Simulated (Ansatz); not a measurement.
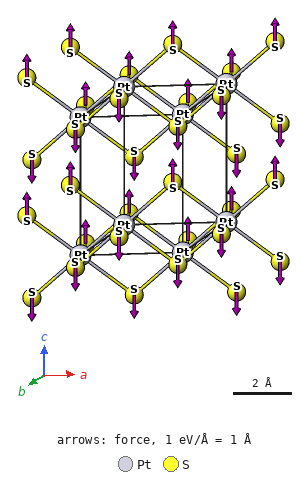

Starting geometry of crystalline PtS$_{2}$ (set up in P-3m1) with the computed forces as purple arrows. The picture is a ball-and-stick view of the cell of the calculation, seen from a free direction.

The run lets cell and atoms move.

Method: Kohn-Sham DFT of a periodic cell, HSE06, Ansatz PAW (Ansatz 0.2.0).

Input file:
```yaml
crystal:
  lattice:
    - [3.5432, 0.0, 0.0]
    - [-1.7716, 3.0685012107, 0.0]
    - [0.0, 0.0, 5.0388]
  atoms:
    - { symbol: Pt, position: [0.0, 0.0, 0.0] }
    - { symbol: S, position: [0.6666666667, 0.3333333333, 0.773] }
    - { symbol: S, position: [0.3333333333, 0.6666666667, 0.227] }
hamiltonian:
  xc: hse06
  pseudopotentials: { kind: paw }
kpoints:
  mp_grid: { grid: [6, 6, 4] }
scf:
  occupations: { method: fermi_dirac, width: 0.05 }
output:
  forces: true
  stress: true
  eigenvalues: true
  write_density: true
  write_potential: true
  elf: true
  volumetric_format: npy
relax:
  f_tol: 0.01
  max_steps: 40
  cell: { stress_tol: 0.05 }
```

Question: Is this structure relaxed? If not, where do the atoms go?

Answer: It isn't relaxed: the largest force vector, on S atoms, is 0.89 eV/Å. Measured relative to the changing cell, the final displacements run against the starting forces (cosine between the two patterns −1.00). Over 13 accepted moves (16 points after the start) the energy falls by 45.0 meV per atom. The largest force component goes from 0.89 to 0.00032 eV/Å. The pressure goes from 7.02 to −0.01 GPa. The SCF was repeated 3 times at an unchanged geometry on a basis and grid sized afresh for the cell, which shifted the energy by 2.6 meV per atom at most. The largest moves relative to the cell, 0.26 Å, are those of S atoms. Pt stays in place. Cell: a = b 3.543 → 3.527 Å (−0.5 %), c 5.039 → 6.535 Å (+29.7 %). Volume +28.5 %. Among the contacts that change: Pt–S 2.344 → 2.376 Å. Among the angles between lasting bonds that change: S–Pt–S 81.8° → 84.2°, S–Pt–S 98.2° → 95.8°, Pt–S–Pt 98.2° → 95.8°. The space group stays P-3m1 (No. 164).
